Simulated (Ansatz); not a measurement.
N: single-point calculation

- system: N (8 atoms in the cell)
- method: DFT, PBE, plane waves, PAW, no spin polarisation (Ansatz 0.2.0)

The structure derives from a Materials Project entry. The geometry comes from this level: r2scan-rvv10. It belongs to a series of runs on one base structure; here: low cutoff and coarse mesh. Figures and captions count atoms from 1; the log counts them from 0 in places.

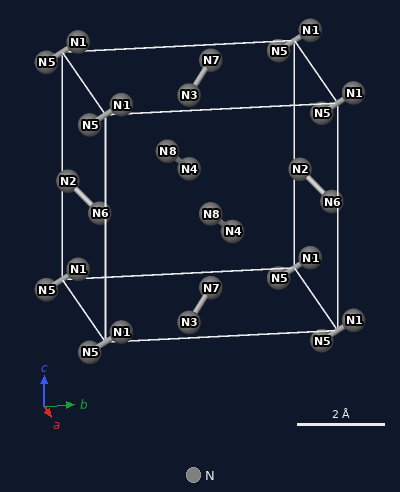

Figure 1. The input geometry (ball-and-stick view of the cell of the calculation, seen slightly off an axis; atoms are numbered from 1 in the order of the input). An atom can appear more than once, as a periodic image. Near neighbours in the periodic cell (some may lie outside the picture): N has 1 N at 1.09 Å.

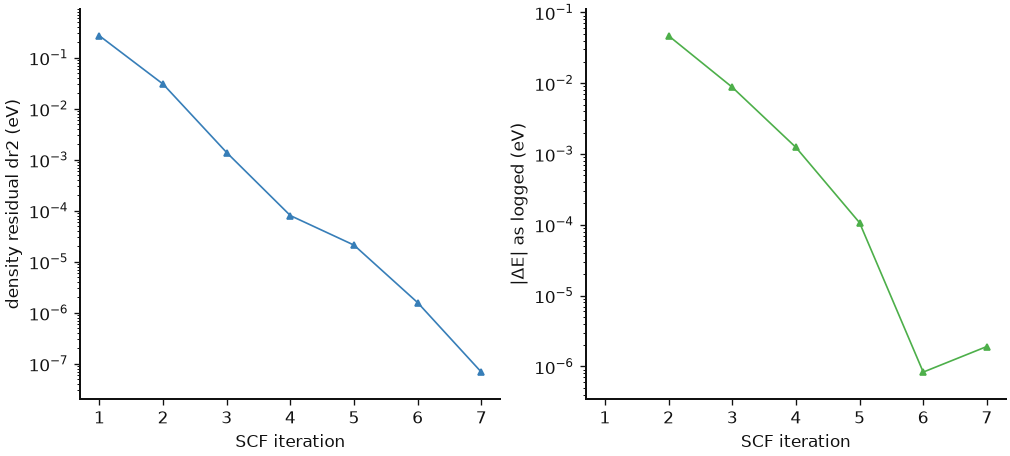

Figure 2. Convergence of the self-consistent field: density residual dr2 and size of the energy change against the SCF iteration. The residual falls at every step.

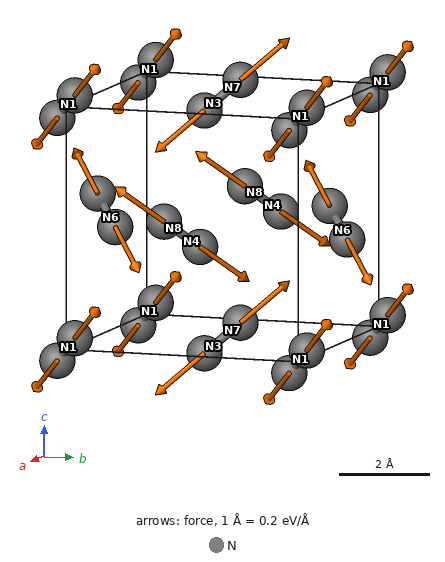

Figure 3. Forces on the atoms as orange arrows (ball-and-stick view of the cell of the calculation, seen slightly off an axis; atoms are numbered from 1 in the order of the input). The largest act on all 8 N atoms (0.30 eV/Å). The geometry is not a stationary point of this energy.

These pictures come from the run below.

## Input
```yaml
crystal:
  lattice:
    - [5.4730078676, 0.0, 0.0]
    - [0.0, 5.4730078676, 0.0]
    - [0.0, 0.0, 5.4730078676]
  atoms:
    - { symbol: "N", position: [0.057777237, 0.057777237, 0.057777237] }
    - { symbol: "N", position: [0.442222763, 0.942222763, 0.557777237] }
    - { symbol: "N", position: [0.557777237, 0.442222763, 0.942222763] }
    - { symbol: "N", position: [0.942222763, 0.557777237, 0.442222763] }
    - { symbol: "N", position: [0.9424672904, 0.9424672904, 0.9424672904] }
    - { symbol: "N", position: [0.5575327096, 0.0575327096, 0.4424672904] }
    - { symbol: "N", position: [0.4424672904, 0.5575327096, 0.0575327096] }
    - { symbol: "N", position: [0.0575327096, 0.4424672904, 0.5575327096] }
kpoints:
  mp_grid: { grid: [2, 2, 2] }
  band_path:
    path:
      - [0.0, 0.0, 0.0]
      - [0.0, 0.5, 0.0]
      - [0.5, 0.5, 0.0]
      - [0.5, 0.5, 0.5]
      - [0.5, 0.0, 0.0]
      - [0.0, 0.0, 0.5]
    npoints: 1
hamiltonian:
  xc: pbe
scf:
  occupations: { method: fermi_dirac, width: 0.02 }
  n_extra_bands: 6
output:
  forces: true
  stress: true
  eigenvalues: true
basis:
  ecutwfc: 260
```

Command:
```bash
ansatz run input.yaml --threads 2 --pin off --max-ram 3686MiB --backend cpu --events-out ev --progress --plain --runs-dir out
```

## What the program printed
```
Warning: basis.ecutwfc = 260 eV is below the records' recommended 420 eV, and the density's cutoff is lower with it unless basis.ecutrho_ratio is high enough to keep the records' density cutoff: compare with a run at a higher cutoff
scf.n_extra_bands = 6 over 20 filled bands (N_el = 40.0): the run solves 26 bands
Engine: ansatz 0.2.0, aarch64-unknown-linux-gnu
Pseudopotentials: kind: paw
Pseudopotential: N, paw, valence charge 5, recommended cutoff 420 eV (normal), N.paw.azcp
Functional definition: PBE
  parameter kappa = 0.804
  parameter beta = 0.06672455060314922
  exchange = pbe_x(kappa = kappa, mu = beta*pi^2/3)
  correlation = pbe_c(beta = beta)
Crystal: 8 atoms, lattice volume = 163.937 Å³
Basis set: ecut = 260 eV, 1551 PW (Γ), exchange–correlation on 60×60×60 points (8 copies of the dense FFT grid, shifted against one another)
Bands: 26, of which v1, the nominal top of the filled ones, is band 20 counted from 1 (19 counted from 0)
Symmetry: 12 space group operations
Space group: P213 (ITA 198), of the structure as read, at distance tolerance 5.5e-5 Å
k-points: 4 of 8
Non-local potential: N, projectors of the file, l = 0: 2, l = 1: 2, l = 2: 1
PAW form: soft (Blöchl's): semilocal exchange-correlation on the pseudo side does not see the compensation charge
PAW one-centre angular grid: N, 110 points (default); XC on 64 Gauss nodes
Initial density: superposition of atomic densities (neutral atoms: chi_scale 0, normalization atom), corrected by the library's trained network
Initial wavefunctions: pseudopotential atomic-orbital guess
Functional: x = pbe(κ = 0.804, μ = 0.2195149727645171), c = pbe(β = 0.06672455060314922)
SCF iter   1: F=—  HF=-3066.074783 eV  |F-HF|=—  |Δ(HF+E_count)|=         —  Δρ=2.24e-2  dr2=2.69e-1  ethr=1.77e-3  ⟨swp⟩=4.5  Hψ=451  notcnv=0
preconditioner: auto → Resta (q_TF=auto, 2.157 Å⁻¹)  ε∞=2.9  [insulator: Δε(μ)=7.267 eV  Ē_g=13.158 eV  σ=0.020 eV  W_gap=1.00  n_scr=26 (ndim 8)  ℏωp=18.3 eV  f_vac=0.223  D(μ)=0.00/eV (n_scr^D=0)  ε∞_Penn≈2.9]
SCF iter   2: F=—  HF=-3066.028091 eV  |F-HF|=—  |Δ(HF+E_count)|=   4.67e-2  Δρ=9.38e-3  dr2=3.04e-2  ethr=6.73e-4  ⟨swp⟩=3.0  Hψ=239  notcnv=0  defer=4
SCF iter   3: F=—  HF=-3066.036855 eV  |F-HF|=—  |Δ(HF+E_count)|=   8.76e-3  Δρ=1.84e-3  dr2=1.38e-3  ethr=7.60e-5  ⟨swp⟩=2.0  Hψ=184  notcnv=0  defer=4
SCF iter   4: F=—  HF=-3066.038092 eV  |F-HF|=—  |Δ(HF+E_count)|=   1.24e-3  Δρ=2.28e-4  dr2=8.04e-5  ethr=3.44e-6  ⟨swp⟩=2.0  Hψ=167  notcnv=0  defer=4
SCF iter   5: F=—  HF=-3066.037985 eV  |F-HF|=—  |Δ(HF+E_count)|=   1.07e-4  Δρ=1.16e-4  dr2=2.12e-5  ethr=2.01e-7  ⟨swp⟩=2.0  Hψ=180  notcnv=0  defer=4
SCF iter   6: F=—  HF=-3066.037986 eV  |F-HF|=—  |Δ(HF+E_count)|=   8.31e-7  Δρ=3.10e-5  dr2=1.58e-6  ethr=5.30e-8  ⟨swp⟩=2.8  Hψ=176  notcnv=0  defer=4
SCF iter   7: F=-3066.037988 eV  HF=-3066.037988 eV  |F-HF|=7.09e-8  |Δ(HF+E_count)|=   1.91e-6  Δρ=6.16e-6  dr2=6.88e-8  ethr=2.50e-10  ⟨swp⟩=5.0  Hψ=462  notcnv=0
SCF 1 converged in 7 iterations: F = -3066.037988 eV  dr2 = 6.88e-8
  greatest PAW one-centre occupation: 0.857 electrons in one spin orbital (limit 2), on the N atom at site 7 (counted from 0), in its partial waves of l = 0
NSCF: frozen V_eff on 6 k-points
SCF converged after 7 iterations
Free energy (F): -3066.037988 eV
Harris-Foulkes:  -3066.037988 eV  (|F-HF|=7.09e-8)
Internal energy: -3066.037988 eV  (E = F + TS)
E sigma→0 (E₀):  -3066.037988 eV
Fermi energy:    -1.379510 eV
--- Per-component energies (eV) ---
  E_band       = -408.486439
  E_kinetic    = 1026.852637
  E_local      = -2863.713802  (includes V_loc(G=0)·N_el)
  E_nonlocal   = 359.007397
  E_hartree    = 904.159892
  E_xc         = -468.929086
  E_vxc        = -593.319227  (∫ρ·V_xc dr)
  E_paw        = -1010.569473  (= ΣΔE_a)
  E_vpaw       = -145.643775  (= ΣTr[D̂ρ^β])
  E_aug_tail   = 0.008270  (compensation charges beyond the density's cutoff)
  E_ewald      = -1012.853821
  E_smearing   = -0.000000  (= −TS)
  E_closure    = 0.000000  (closes the sum)
  Σ components = -3066.037988   (vs F -3066.037988, Δ=0.00e0)
--- Forces (eV/Å), atoms counted from 1 ---
  atom   1  N      0.17421403     0.17421403     0.17421403
  atom   2  N     -0.17421403    -0.17421403     0.17421403
  atom   3  N      0.17421403    -0.17421403    -0.17421403
  atom   4  N     -0.17421403     0.17421403    -0.17421403
  atom   5  N     -0.17447211    -0.17447211    -0.17447211
  atom   6  N      0.17447211     0.17447211    -0.17447211
  atom   7  N     -0.17447211     0.17447211     0.17447211
  atom   8  N      0.17447211    -0.17447211     0.17447211
  max |Σ_I F_I| component: 1.11e-16 eV/Å
--- Stress (GPa, compression-positive) ---
        1.198016      -0.000000      -0.000000
       -0.000000       1.198016       0.000000
       -0.000000      -0.000000       1.198016
  P = ⅓ Tr σ = 1.1980 GPa (11.980 kbar)
--- Band table (eV) ---
  k-point 0: bands = ["-23.6182", "-23.5312", "-23.5312", "-23.5312", "-8.8084", "-8.8084", "-8.8084", "-8.5947", "-6.8559", "-6.8559", "-6.8559", "-6.6397", "-6.6397", "-6.4974", "-6.4974", "-6.4974", "-6.1757", "-5.1102", "-5.1102", "-5.1102", "2.2895", "2.2895", "2.2895", "3.3038", "3.3038", "3.3038"]
  k-point 1: bands = ["-23.5667", "-23.5667", "-23.5300", "-23.5300", "-8.7930", "-8.7930", "-8.7037", "-8.7037", "-6.9413", "-6.9413", "-6.7946", "-6.7946", "-6.6195", "-6.6195", "-6.5979", "-6.5979", "-5.4149", "-5.4149", "-5.0633", "-5.0633", "2.6114", "2.6114", "3.0258", "3.0258", "3.1474", "3.1474"]
  k-point 2: bands = ["-23.5550", "-23.5550", "-23.5549", "-23.5549", "-8.7750", "-8.7750", "-8.7744", "-8.7744", "-6.9298", "-6.9298", "-6.9293", "-6.9293", "-6.5787", "-6.5787", "-6.5781", "-6.5781", "-5.2820", "-5.2820", "-5.2812", "-5.2812", "2.9779", "2.9779", "2.9785", "2.9785", "3.1625", "3.1625"]
  k-point 3: bands = ["-23.5505", "-23.5505", "-23.5505", "-23.5505", "-8.8185", "-8.8185", "-8.8185", "-8.8185", "-6.8709", "-6.8709", "-6.8709", "-6.8709", "-6.4782", "-6.4782", "-6.4782", "-6.4782", "-5.3540", "-5.3540", "-5.3540", "-5.3540", "2.9989", "2.9989", "2.9989", "2.9989", "3.2459", "3.2459"]
```

## File bands.tsv
```
# k_distance	band_0	band_1	band_2	band_3	band_4	band_5	band_6	band_7	band_8	band_9	band_10	band_11	band_12	band_13	band_14	band_15	band_16	band_17	band_18	band_19	band_20	band_21	band_22	band_23	band_24	band_25
# fermi_ev = -1.379510
# lock_threshold_ev = 1e-6
# [0, 0, 0] at k_distance = 0.000000
# [0, 0.5, 0] at k_distance = 0.574016
# [0.5, 0.5, 0] at k_distance = 1.148031
# [0.5, 0.5, 0.5] at k_distance = 1.722047
# [0.5, 0, 0] at k_distance = 2.533828
# [0, 0, 0.5] at k_distance = 3.345609
# levels_relative_to = fermi_ev
# free_energy_ev = -3066.037988
# largest_residual_norms_ev = 1.321e-4 1.243e-4 1.319e-4 1.321e-4 2.539e-4 8.346e-4 2.648e-4 9.802e-4 3.420e-4 3.647e-4 5.164e-4 5.732e-4 3.657e-4 4.340e-4 3.624e-4 4.133e-4 3.491e-4 3.982e-4 4.547e-4 5.128e-4 5.155e-4 7.413e-4 7.416e-4 7.927e-4 5.368e-4 7.389e-4
0.000000	-22.238686	-22.151692	-22.151692	-22.151692	-7.428868	-7.428868	-7.428868	-7.215199	-5.476347	-5.476347	-5.476347	-5.260211	-5.260211	-5.117849	-5.117849	-5.117849	-4.796227	-3.730669	-3.730669	-3.730669	3.668995	3.668995	3.668995	4.683267	4.683267	4.683267
0.574016	-22.187203	-22.187203	-22.150463	-22.150463	-7.413461	-7.413461	-7.324220	-7.324220	-5.561825	-5.561825	-5.415066	-5.415066	-5.239991	-5.239991	-5.218355	-5.218355	-4.035402	-4.035402	-3.683796	-3.683796	3.990890	3.990890	4.405299	4.405299	4.526883	4.526883
1.148031	-22.175525	-22.175525	-22.175402	-22.175402	-7.395479	-7.395479	-7.394883	-7.394883	-5.550310	-5.550310	-5.549836	-5.549836	-5.199206	-5.199206	-5.198613	-5.198613	-3.902535	-3.902535	-3.901688	-3.901688	4.357405	4.357405	4.358017	4.358017	4.541992	4.541992
1.722047	-22.171026	-22.171026	-22.171026	-22.171026	-7.438983	-7.438983	-7.438983	-7.438983	-5.491348	-5.491348	-5.491348	-5.491348	-5.098670	-5.098670	-5.098670	-5.098670	-3.974441	-3.974441	-3.974441	-3.974441	4.378432	4.378432	4.378432	4.378432	4.625393	4.625393
2.533828	-22.187203	-22.187203	-22.150463	-22.150463	-7.413461	-7.413461	-7.324220	-7.324220	-5.561825	-5.561825	-5.415066	-5.415066	-5.239991	-5.239991	-5.218355	-5.218355	-4.035402	-4.035402	-3.683796	-3.683796	3.990890	3.990890	4.405299	4.405299	4.526883	4.526883
3.345609	-22.187203	-22.187203	-22.150463	-22.150463	-7.413461	-7.413461	-7.324220	-7.324220	-5.561825	-5.561825	-5.415066	-5.415066	-5.239991	-5.239991	-5.218355	-5.218355	-4.035402	-4.035402	-3.683796	-3.683796	3.990890	3.990890	4.405299	4.405299	4.526883	4.526883
```

## Results in brief

- outcome: converged
- space group (tolerance 0.01 Å): Pa-3 (205)
- electrons treated: 40
- free energy: −3066.0380 eV
- Fermi energy: −1.380 eV
- gap on the k-point mesh: 7.35 eV
- pressure: 1.20 GPa
- largest force (length of the vector): 0.302 eV/Å
- hardware: 2 threads of Arm Neoverse V2, 24 GiB of memory available, shared host
- wall time: 0.75 s (CPU time 1.4 s)
- peak memory: 0.27 GiB

Warnings of the run: the cutoff is below the recommended one.
